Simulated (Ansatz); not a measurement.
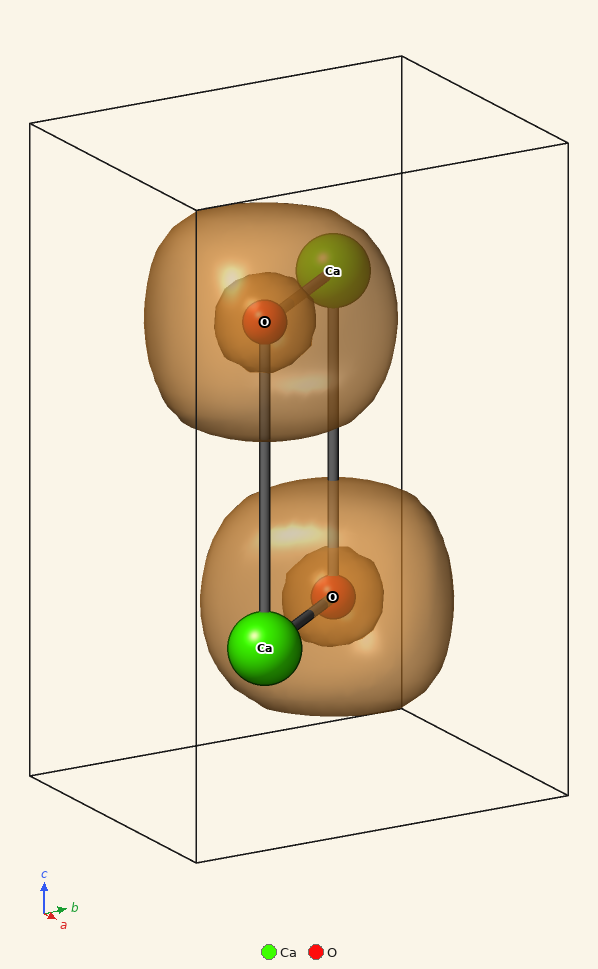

*CaO. Isosurface of the ELF at 0.7 (orange), seen slightly off an axis. Core shells and regions of very low density are left out. Sticks mark near contacts.*

Space group P6₃/mmc; a structure from a database of computed crystals, not necessarily the ambient phase.

Computed with DFT PBE, scalar-relativistic, plane waves, PAW in Ansatz.

Input file:

```
crystal:
  lattice:
    - [3.9919758245, 0.0, 0.0]
    - [-1.9959879122, 3.4571524753, 0.0]
    - [0.0, 0.0, 4.78484001]
  atoms:
    - { symbol: Ca, position: [0.33333333, 0.66666667, 0.75] }
    - { symbol: Ca, position: [0.66666667, 0.33333333, 0.25] }
    - { symbol: O, position: [0.33333333, 0.66666667, 0.25] }
    - { symbol: O, position: [0.66666667, 0.33333333, 0.75] }
basis:
  ecutwfc: 420
kpoints:
  mp_grid: { grid: [6, 6, 6] }
hamiltonian:
  xc: pbe
scf:
  occupations: { method: gaussian, width: 0.02 }
output:
  forces: true
  stress: true
  eigenvalues: true
  write_density: true
  write_potential: true
  elf: true
  volumetric_format: npy
relax:
  adjacent_minimum: "off"
  f_tol: 0.005
  max_steps: 80
  cell: { stress_tol: 0.05 }
```

Launched as:

```sh
ansatz run input.yaml --threads 4 --pin off --max-ram 9216MiB --backend cpu --events-out ev --progress --plain --runs-dir out
```

Below, planes, directions and counts refer to the conventional cell (a = 4.00 Å, b = 4.00 Å, c = 4.81 Å, α = 90.00°, β = 90.00°, γ = 120.00°).

The fields are those of the relaxed geometry.

Question: Describe the localisation domains.

Answer: The surface consists of two regions wrapped around O (the valence shell of each), counted in one cell of 4 atoms. Any copies at cell faces, edges or corners count once. Profiles from the grid: Ca–O (2.31 Å): the ELF is about 0.10 at the midpoint (a closed-shell, largely ionic contact). Ca–O (2.40 Å): the ELF peaks at about 0.85 in the valence shell of O, 0.7 Å from its nucleus, and is about 0.10 at the midpoint: a largely ionic contact.
